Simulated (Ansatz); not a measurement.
# TiSi2: single-point calculation (part 1 of 2)

System: TiSi2 (slab, 18 atoms in the cell).
Method: DFT r2SCAN, scalar-relativistic, plane waves, PAW, no spin polarisation (Ansatz 0.2.0).

The structure derives from an entry of the Crystallography Open Database. It belongs to a series of runs on one base structure; here: (0 1 0) slab cut from the bulk. Figures and captions count atoms from 1; the log counts them from 0 in places.

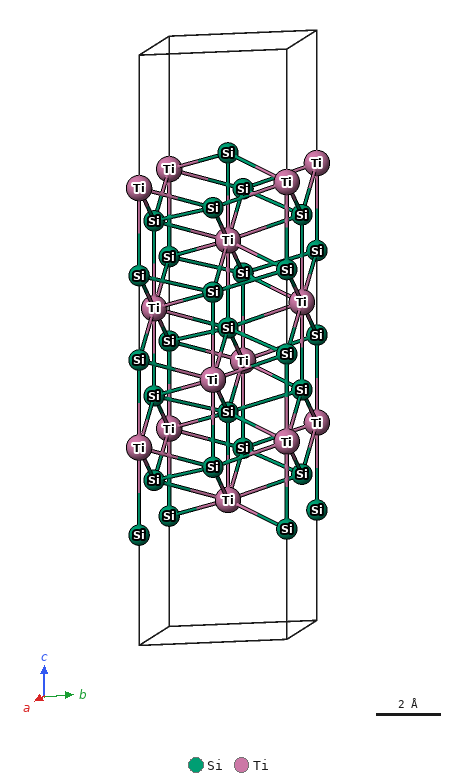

**Figure 1.** The structure as given in the input (ball-and-stick view of the cell of the calculation, with the vacuum cut short, seen slightly off an axis). An atom can appear more than once, as a periodic image.

### Input
```yaml
crystal:
  lattice:
    - [4.7806857144, 0.0, 0.0]
    - [-2.3903428572, 4.2581108938, 0.0]
    - [0.0, 0.0, 26.7277649977]
  atoms:
    - { symbol: Si, position: [0.0, 0.0, 0.2806070766] }
    - { symbol: Ti, position: [0.5, 0.5, 0.3075041459] }
    - { symbol: Si, position: [0.5, 0.0, 0.3344012152] }
    - { symbol: Si, position: [0.0, 0.5, 0.3576054182] }
    - { symbol: Ti, position: [0.0, 0.0, 0.3845024875] }
    - { symbol: Si, position: [0.5, 0.5, 0.4113995568] }
    - { symbol: Si, position: [0.5, 0.0, 0.4346037599] }
    - { symbol: Ti, position: [0.0, 0.5, 0.4615008292] }
    - { symbol: Si, position: [0.0, 0.0, 0.4883978985] }
    - { symbol: Si, position: [0.5, 0.5, 0.5116021015] }
    - { symbol: Ti, position: [0.5, 0.0, 0.5384991708] }
    - { symbol: Si, position: [0.0, 0.5, 0.5653962401] }
    - { symbol: Si, position: [0.0, 0.0, 0.5886004432] }
    - { symbol: Ti, position: [0.5, 0.5, 0.6154975125] }
    - { symbol: Si, position: [0.5, 0.0, 0.6423945818] }
    - { symbol: Si, position: [0.0, 0.5, 0.6655987848] }
    - { symbol: Ti, position: [0.0, 0.0, 0.6924958541] }
    - { symbol: Si, position: [0.5, 0.5, 0.7193929234] }
basis:
  ecutwfc: 500
kpoints:
  mp_grid: { grid: [8, 8, 1] }
hamiltonian:
  xc: r2scan
scf:
  occupations: { method: gaussian, width: 0.1 }
output:
  forces: true
  stress: true
  eigenvalues: true
  write_density: true
  write_potential: true
  elf: true
  volumetric_format: npy
efield:
  axis: 3
  dipole_correction: true
  ramp_width: 0.04
```

Machine: 2 threads of AMD EPYC (Zen 3), 32 GiB of memory available, shared host.

Command:
```bash
ansatz run input.yaml --threads 2 --pin off --max-ram 5120MiB --backend cpu --events-out ev --progress --plain --runs-dir out
```

### What the program printed
```
Engine: ansatz 0.2.0, x86_64-unknown-linux-gnu
Pseudopotentials: kind: paw
Pseudopotential: Si, paw, valence charge 4, recommended cutoff 500 eV (meta_gga), Si.paw.azcp
Pseudopotential: Ti, paw, valence charge 12, recommended cutoff 500 eV (meta_gga), Ti.paw.azcp
Functional definition: r2SCAN
  parameter k0 = 0.174
  parameter k1 = 0.065
  parameter a1 = 4.9479
  exchange = r2scan_x(k0 = k0, k1 = k1, a1 = a1)
  correlation = r2scan_c
Crystal: 18 atoms, lattice volume = 544.089 Å³
Basis set: ecut = 500 eV, 13779 PW (Γ), exchange–correlation on 144×144×800 points (64 copies of the dense FFT grid, shifted against one another)
Bands: 78, of which v1, the nominal top of the filled ones, is band 60 counted from 1 (59 counted from 0)
Symmetry: 2 space group operations
k-points: 34 of 64
Non-local potential: Si, projectors of the file, l = 0: 2, l = 1: 2, l = 2: 2
Non-local potential: Ti, projectors of the file, l = 0: 3, l = 1: 2, l = 2: 3, l = 3: 1
PAW form: soft (Blöchl's): semilocal exchange-correlation on the pseudo side does not see the compensation charge
PAW frozen core: Si, regenerated for the run's functional (the file was generated under x = pbe(κ = 0.804, μ = 0.2195149727645171), c = pbe(β = 0.06672455060314922))
PAW frozen core: Ti, regenerated for the run's functional (the file was generated under x = pbe(κ = 0.804, μ = 0.2195149727645171), c = pbe(β = 0.06672455060314922))
PAW one-centre angular grid: Si, 302 points (default); XC on 160 Gauss nodes
PAW one-centre angular grid: Ti, 590 points (default); XC on 160 Gauss nodes
Initial density: superposition of atomic densities (neutral atoms: chi_scale 0, normalization atom), corrected by the library's trained network
Initial wavefunctions: pseudopotential atomic-orbital guess
Functional: x = r2scan, c = r2scan; τ floored in thin density (d = 2e-4 eV/Å³)
SCF iter   1: F=—  HF=-22699.048483 eV  |F-HF|=—  |Δ(HF+E_count)|=         —  Δρ=8.39e-3  dr2=8.24e-1  dr2_τ=1.43e-1  ethr=1.77e-3  p=-0.000 e·Å  D=-7.85e-14 V/Å  ΔV_dip=0.00 eV  dr2_dipole=2.30e-8  V_vac-E_F(+/−)=4.41/4.41 eV  ⟨swp⟩=8.4  Hψ=13786  notcnv=0  defer=14
efield: sawtooth ramp at fractional position 0.9800 (placed from the atoms, in the widest stretch of the axis that holds none; the zero of the levels goes with the place), width 0.0400; the density the first Hamiltonian is built on has a dipole p = -0.000 e·Å; the dipole correction subtracts the counter field D = -7.85e-14 V/Å, which shifts the + side's vacuum level by +0.00 eV against the − side's; the planar-averaged density in the ramp window peaks in size at 9.9e-6 e/Å³
preconditioner: auto → LDOS  [metal: Δε(μ)=0.011 eV  Ē_g=6.363 eV  σ=0.100 eV  W_gap=0.06  n_scr=96 (ndim 8)  ℏωp=13.5 eV  f_vac=0.451  D(μ)=6.92/eV (n_scr^D=22)  β→1.0]
SCF iter   2: F=—  HF=-22699.340431 eV  |F-HF|=—  |Δ(HF+E_count)|=   2.92e-1  Δρ=5.91e-3  dr2=2.12e-1  dr2_τ=2.07e-2  ethr=6.87e-4  p=-0.000 e·Å  D=-1.13e-5 V/Å  ΔV_dip=0.00 eV  dr2_dipole=3.08e-7  V_vac-E_F(+/−)=4.85/4.85 eV  ⟨swp⟩=3.3  Hψ=5415  notcnv=0  defer=322
SCF iter   3: F=—  HF=-22699.318559 eV  |F-HF|=—  |Δ(HF+E_count)|=   2.19e-2  Δρ=1.73e-3  dr2=2.55e-2  dr2_τ=1.42e-3  ethr=1.77e-4  p=0.000 e·Å  D=1.91e-6 V/Å  ΔV_dip=-0.00 eV  dr2_dipole=1.54e-10  V_vac-E_F(+/−)=4.77/4.77 eV  ⟨swp⟩=2.0  Hψ=4456  notcnv=0  defer=322
SCF iter   4: F=—  HF=-22699.315746 eV  |F-HF|=—  |Δ(HF+E_count)|=   2.81e-3  Δρ=2.56e-4  dr2=9.81e-4  dr2_τ=2.73e-5  ethr=2.12e-5  p=0.000 e·Å  D=3.62e-6 V/Å  ΔV_dip=-0.00 eV  dr2_dipole=2.49e-10  V_vac-E_F(+/−)=4.80/4.80 eV  ⟨swp⟩=3.0  Hψ=3953  notcnv=0  defer=322
SCF iter   5: F=—  HF=-22699.315745 eV  |F-HF|=—  |Δ(HF+E_count)|=   1.49e-6  Δρ=6.83e-5  dr2=4.73e-5  dr2_τ=1.52e-6  ethr=8.17e-7  p=0.000 e·Å  D=1.93e-6 V/Å  ΔV_dip=-0.00 eV  dr2_dipole=2.15e-10  V_vac-E_F(+/−)=4.81/4.81 eV  ⟨swp⟩=2.1  Hψ=4201  notcnv=0  defer=322
SCF iter   6: F=—  HF=-22699.315746 eV  |F-HF|=—  |Δ(HF+E_count)|=   1.15e-6  Δρ=2.64e-5  dr2=6.78e-6  dr2_τ=3.73e-7  ethr=3.94e-8  p=0.000 e·Å  D=7.16e-7 V/Å  ΔV_dip=-0.00 eV  dr2_dipole=1.39e-11  V_vac-E_F(+/−)=4.81/4.81 eV  ⟨swp⟩=2.8  Hψ=5445  notcnv=0  defer=322
SCF iter   7: F=—  HF=-22699.315747 eV  |F-HF|=—  |Δ(HF+E_count)|=   5.24e-7  Δρ=8.02e-6  dr2=5.50e-7  dr2_τ=4.32e-8  ethr=5.65e-9  p=0.000 e·Å  D=2.41e-7 V/Å  ΔV_dip=-0.00 eV  dr2_dipole=2.80e-13  V_vac-E_F(+/−)=4.81/4.81 eV  ⟨swp⟩=2.4  Hψ=3732  notcnv=0  defer=322
SCF iter   8: F=-22699.315747 eV  HF=-22699.315747 eV  |F-HF|=8.62e-9  |Δ(HF+E_count)|=   3.08e-7  Δρ=2.55e-6  dr2=5.88e-8  dr2_τ=4.88e-9  ethr=8.33e-11  p=0.000 e·Å  D=5.76e-8 V/Å  ΔV_dip=-0.00 eV  dr2_dipole=1.20e-13  V_vac-E_F(+/−)=4.81/4.81 eV  ⟨swp⟩=25.1  Hψ=26744  notcnv=0
SCF 1 converged in 8 iterations: F = -22699.315747 eV  dr2 = 5.88e-8
  greatest PAW one-centre occupation: 1.002 electrons in one spin orbital (limit 2), on the Ti atom at site 10 (counted from 0), in its partial waves of l = 1
```

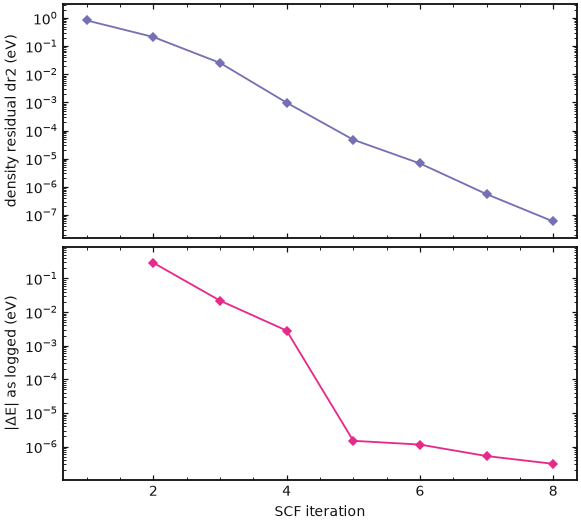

**Figure 2.** Convergence of the self-consistent field: density residual dr2 and size of the energy change against the SCF iteration. The residual falls at every step.

```
WARN: The output density's exchange-correlation potential varies sharply where the density is thin. Do not read a vacuum level from v_tot or v_xc, or from such a field of the output density. On a cell that repeats whose density bears no net charge and no dipole along the vacuum's axis use v_es (v_loc + v_h of the components); under efield.dipole_correction with no amplitude use v_es + v_field, which holds any external_charges[].barrier, or the levels of the report's work_function block, which leave it out; under a non-zero efield.amplitude the vacuum is tilted and has no level; on a cell that repeats and bears such a dipole with no correction it is tilted too, and efield.dipole_correction with no amplitude gives each side of its ramp a level where efield: is served; in a cell that repeats whose density bears a net charge (total_charge, or a fill off its count) it is curved and has none; of a slab under crystal.periodic whose density bears no net charge use v_es, which has a level on each side, short of where the two are joined; of another it falls or rises all the way out and has none; of a slab beside external_charges read slab_vacuum_level instead, which it has where they leave it neutral. The grid or the basis barely resolves most such structure, and the values can differ between equally converged runs; as a rule a tighter scf.convergence.dr2_threshold does not remove it. Where the density itself ripples (under the LDA too) a higher basis.ecutwfc lessens it. The files hold the spikes' plane waves up to the density's cutoff. Files: v_tot_of_output_density and the like, and their columns of v_z.tsv (output.write_potential); v_xc_of_output_density and the like, and their columns of v_comp_z.tsv (output.write_potential_components). Measured: with its Gaussian average of σ = 0.25 Å subtracted twice, the exchange-correlation potential is over 0.1 eV at 2920 of the grid points where the equally averaged density (valence and model cores) is under 1e-3 e/Å³, and 0.722 eV at the most among them, at an averaged density of 9.2e-9 e/Å³. The input density's (outcome.potential() and, of a run that writes arrays, v_tot and v_xc) is over 0.1 eV, so measured, at 1050 points of its own thin density, 0.217 eV at the most. See output.write_potential in the manual, Limitations
SCF converged after 8 iterations
Free energy (F): -22699.315747 eV
Harris-Foulkes:  -22699.315747 eV  (|F-HF|=8.62e-9)
Internal energy: -22699.281258 eV  (E = F + TS)
E sigma→0 (E₀):  -22699.298502 eV
Entropy (-TS):   -0.034489 eV (-1.916 meV/atom)
Fermi energy:    3.358137 eV
Dipole field:    D = 0.000000 V/Å  (p = 0.000001 e·Å, saw-weighted, corrected)
Work function:   Φ+ = 4.8135 eV   Φ− = 4.8135 eV
Levels:          The Fermi level and band energies are counted from a zero that moves with the ramp; work functions are not
--- Per-component energies (eV) ---
  E_band       = -1842.081125
  E_kinetic    = 2142.633249
  E_local      = -88504.016806  (includes V_loc(G=0)·N_el)
  E_nonlocal   = 337.519432
  E_hartree    = 43313.810285
  E_xc         = -1187.848177
  E_vxc        = -1415.407539  (∫ρ·V_xc dr)
  E_paw        = -12573.530517  (= ΣΔE_a)
  E_vpaw       = -1111.230143  (= ΣTr[D̂ρ^β])
  E_aug_tail   = 0.000614  (compensation charges beyond the density's cutoff)
  E_vtau       = 80.788130  (kinetic-family band-sum trace: ∫τ·v_τ [+ j·A + Jᵃ·Aᵃ] dr)
  E_efield     = 0.000000  (sawtooth field / dipole correction)
  E_vefield    = 0.000000  (∫n·V_field dr)
  E_ewald      = 33774.588601
  E_core_change = -2.437939  (= ΣΔE_core)
  E_smearing   = -0.034489  (= −TS)
  E_closure    = -0.000000  (closes the sum)
  Σ components = -22699.315747   (vs F -22699.315747, Δ=0.00e0)
--- Forces (eV/Å), atoms counted from 1 ---
  atom   1  Si    -0.00000000     0.00000000     0.68373785
  atom   2  Ti    -0.00000000     0.00000000     0.31095647
  atom   3  Si    -0.00000000     0.00000000    -0.28026980
  atom   4  Si    -0.00000000     0.00000000    -0.64155693
  atom   5  Ti    -0.00000000     0.00000000     0.27003499
  atom   6  Si     0.00000000    -0.00000000    -0.03440861
  atom   7  Si    -0.00000000     0.00000000    -0.15914270
  atom   8  Ti     0.00000000     0.00000000    -0.32463173
  atom   9  Si    -0.00000000     0.00000000    -0.10930801
  atom  10  Si     0.00000000    -0.00000000     0.10930795
  atom  11  Ti     0.00000000    -0.00000000     0.32463180
  atom  12  Si     0.00000000    -0.00000000     0.15914278
  atom  13  Si     0.00000000     0.00000000     0.03440857
  atom  14  Ti    -0.00000000     0.00000000    -0.27003506
  atom  15  Si     0.00000000    -0.00000000     0.64155678
  atom  16  Si    -0.00000000     0.00000000     0.28026950
  atom  17  Ti     0.00000000    -0.00000000    -0.31095644
  atom  18  Si    -0.00000000     0.00000000    -0.68373791
  max |Σ_I F_I| component: 5.01e-7 eV/Å
```
